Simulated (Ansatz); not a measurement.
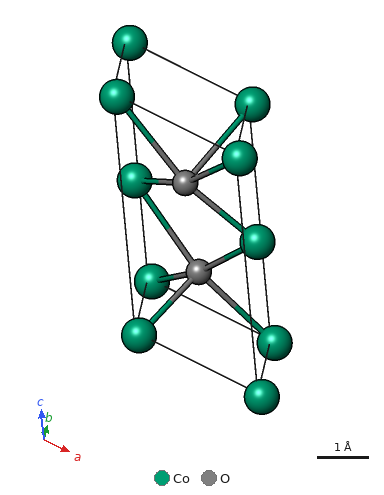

The image is a ball-and-stick drawing of a crystal, viewed from a general direction. The parallelepiped is the cell (the run's own, in a reduced setting).

```
CELL_PARAMETERS angstrom
-2.14501 -2.14593 -0.00632
-0.07252 2.21212 -2.27671
4.21756 -2.07979 -1.99933
ATOMIC_POSITIONS crystal
Co 0.02906 0.02059 0.98801
Co 0.03792 0.52123 0.52663
O 0.51002 0.23888 0.70150
O 0.48564 0.69737 0.21856
```

The calculation: Ansatz 0.2.0, DFT, PAW plane waves, PBE, spin-orbit, with E_cut = 420 eV, k-points about 0.36 Å⁻¹ apart, Gaussian smearing of 0.079 eV, spinor wavefunctions.

How large are the site moments, and how do they order?

In the lowest state found: non-collinear with a net moment (within this cell). Site moments: 2 Co 2.4 μB. The net spin moment of the whole cell is 4.4 μB, including what lies between the atoms and on sites without an arrow.

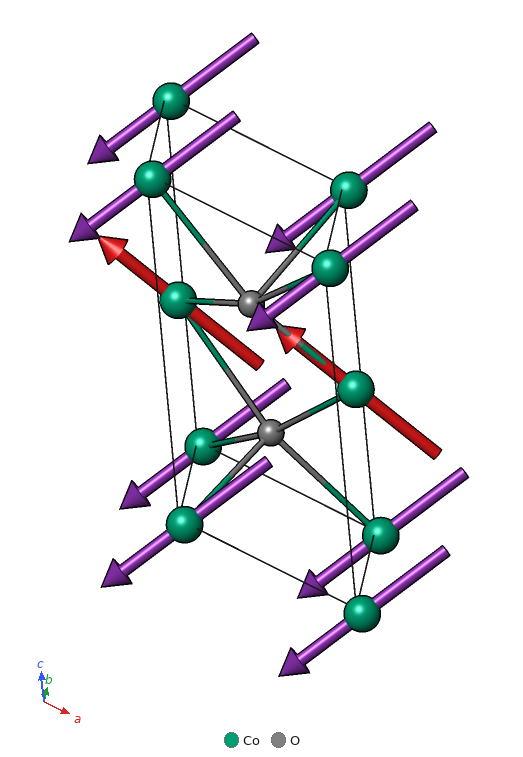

Arrows are the site magnetic moments above 0.25 μB (those induced on non-metal atoms are left out); longer means larger, in their computed directions (spin part only); red points roughly along the largest moment (counted as +), blue roughly against it and purple across it.

Shown is a known structure type with the cell strained and the atoms shaken on purpose, as it stood before any relaxation. An electronic-structure calculation with Ansatz was run on it.

At this level of theory the cell isn't at rest (stretched, at -6 GPa and forces up to 1.0 eV/Å), so its distances can differ from those at equilibrium, the more so the softer the solid, and its magnetic state may change on relaxation.
